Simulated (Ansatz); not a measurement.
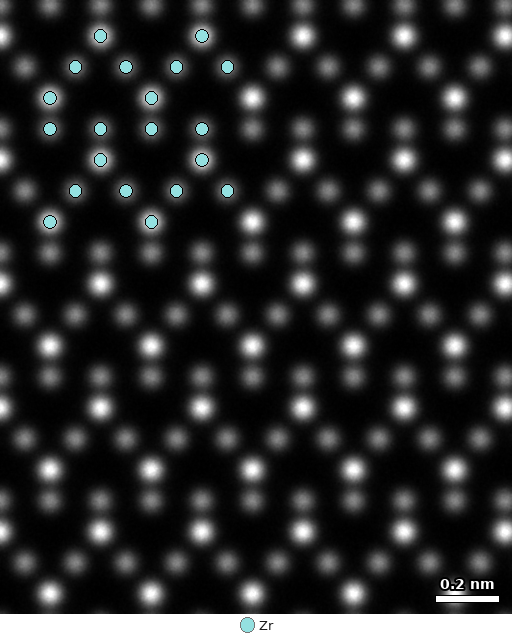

Z-contrast image of Zr (Pm-3n, No. 223) along [211]. The image is simulated as a sum over atoms of Z^1.8, blurred by a 0.59 Å probe (no channelling). The probe carries 15 % of its weight in a tail 2.5 times as wide. Shot noise was added. Model: the input geometry of an electronic-structure calculation (not necessarily at equilibrium); the starting structure was generated, so it need not be a known form of this composition.

Coloured dots in one corner mark the columns of the model.

> Describe what the image shows.

The columns repeat on a rectangular net of 3.29 × 4.03 Å (plane group p2mg). The brightest columns hold 2 Zr per repeat; in falling brightness follow 1 Zr (about 50 %). Brightness is counted from the darkest point of the image. The closest visible columns (Zr and Zr) are 1.01 Å apart in projection. Along the beam the structure repeats every 13.97 Å.

| column | atoms along the beam per repeat | peak brightness |
| --- | --- | --- |
| Zr | 2 Zr | 100 % |
| Zr | 1 Zr | 50 % |
